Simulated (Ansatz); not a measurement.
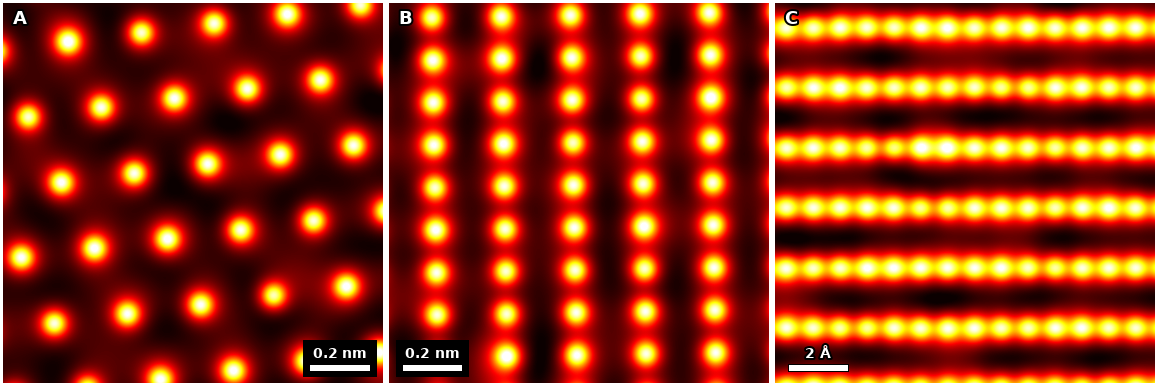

Three views of Ti (Fm-3m, No. 225) along different zone axes. Simulated as the projected potential of neutral atoms (B = 0.8 Å²) blurred by a 0.50 Å probe, the thin-sample limit of integrated differential phase contrast. The speckle of an amorphous layer was added. Atomic positions: the geometry given to an electronic-structure calculation, possibly off equilibrium; the starting structure was generated, so it need not be a known form of this composition.

```yaml
crystal:
  lattice:
    - [4.11204, 0.00000, 0.00000]
    - [0.00000, 4.11204, 0.00000]
    - [0.00000, 0.00000, 4.11204]
  atoms:
    - { symbol: Ti, position: [0.00000, 0.00000, 0.00000] }
    - { symbol: Ti, position: [0.00000, 0.50000, 0.50000] }
    - { symbol: Ti, position: [0.50000, 0.00000, 0.50000] }
    - { symbol: Ti, position: [0.50000, 0.50000, 0.00000] }
```

Match the panels to the zone axes [110], [210] and [211].

A is [110]: projected cell 2.52 × 2.52 Å, 109°, plane group c2mm. B is [211]: projected cell 1.45 × 2.37 Å, 90°, plane group p2mm. C is [210]: projected cell 0.92 × 2.06 Å, 90°, plane group p2mm.
